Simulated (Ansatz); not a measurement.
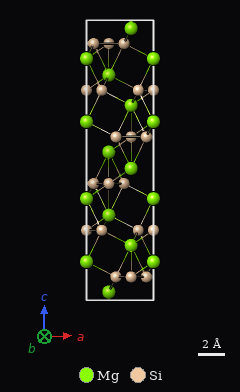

A crystal of Mg$_{2}$Si$_{3}$ (built on the corundum_167 type), before the relaxation. A ball-and-stick model of the conventional cell (3 times the calculation's cell), seen along the b axis. Lengths and directions refer to the drawn axes.

Case: corundum type (R-3c, No. 167).

The calculation used Ansatz, DFT PBE, scalar-relativistic, plane waves, PAW.

Input
```yaml
crystal:
  lattice:
    - [3.0396949743, 1.7549687117, 7.3453829023]
    - [-3.0396949743, 1.7549687117, 7.3453829023]
    - [0.0, -3.5099374234, 7.3453829023]
  atoms:
    - { symbol: Mg, position: [0.3627455607, 0.3627455607, 0.3627455607] }
    - { symbol: Mg, position: [0.1372544393, 0.1372544393, 0.1372544393] }
    - { symbol: Mg, position: [0.6372544393, 0.6372544393, 0.6372544393] }
    - { symbol: Mg, position: [0.8627455607, 0.8627455607, 0.8627455607] }
    - { symbol: Si, position: [0.4770671348, 0.0229328652, 0.25] }
    - { symbol: Si, position: [0.25, 0.4770671348, 0.0229328652] }
    - { symbol: Si, position: [0.0229328652, 0.25, 0.4770671348] }
    - { symbol: Si, position: [0.5229328652, 0.9770671348, 0.75] }
    - { symbol: Si, position: [0.75, 0.5229328652, 0.9770671348] }
    - { symbol: Si, position: [0.9770671348, 0.75, 0.5229328652] }
basis:
  ecutwfc: 420
kpoints:
  mp_grid: { grid: [6, 6, 6] }
hamiltonian:
  xc: pbe
scf:
  occupations: { method: gaussian, width: 0.1 }
output:
  forces: true
  stress: true
  eigenvalues: true
relax:
  adjacent_minimum: "off"
  f_tol: 0.01
  max_steps: 80
  cell: { stress_tol: 0.05 }
```

Run as
```bash
ansatz run input.yaml --threads 1 --pin off --max-ram 2560MiB --backend cpu --events-out ev --progress --plain --runs-dir out
```

### Predict the outcome.

After 2 accepted moves (3 points after the start) the energy has fallen by 1.3 meV per atom. Largest force component: 0.16 eV/Å at the start, 0.0064 eV/Å at the end. The pressure goes from 0.32 to −0.01 GPa. The SCF was repeated once at an unchanged geometry on a basis and grid sized afresh for the cell, which shifted the energy by less than 0.05 meV per atom at most. The largest moves relative to the cell, 0.032 Å, are those of Mg1, Mg2, Mg3 and Mg4. Mg1 goes along −c. By element the largest moves are Mg 0.032 Å, Si 0.003 Å. The drawn cell changes as follows: a = b 6.079 → 6.067 Å (−0.2 %), c 22.036 → 22.392 Å (+1.6 %); the volume changes by +1.2 %. Among the contacts that change: Mg1–Si10 2.692 → 2.712 Å, Si5–Si6 2.391 → 2.382 Å, Mg1–Si5 2.842 → 2.847 Å. The space group stays R-3c (No. 167). Cost: 68 s on 1 thread of Arm Neoverse V2, with other jobs on the host, peak memory 0.64 GiB.

The structure at the end:

```xyz
10
Lattice="3.0337 1.7515 7.4639 -3.0337 1.7515 7.4639 0.0000 -3.5030 7.4639" Properties=species:S:1:pos:R:3 pbc="T T T"
Mg    0.0000    0.0000    8.0909
Mg    0.0000    0.0000    3.1050
Mg    0.0000    0.0000   14.3008
Mg    0.0000    0.0000   19.2867
Si    1.3752    0.0000    5.5979
Si   -0.6876    1.1909    5.5979
Si   -0.6876   -1.1909    5.5979
Si   -1.3752    0.0000   16.7938
Si    0.6876   -1.1909   16.7938
Si    0.6876    1.1909   16.7938
```

After the run, drawn alike:

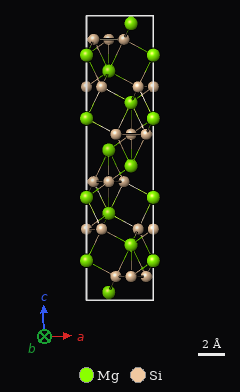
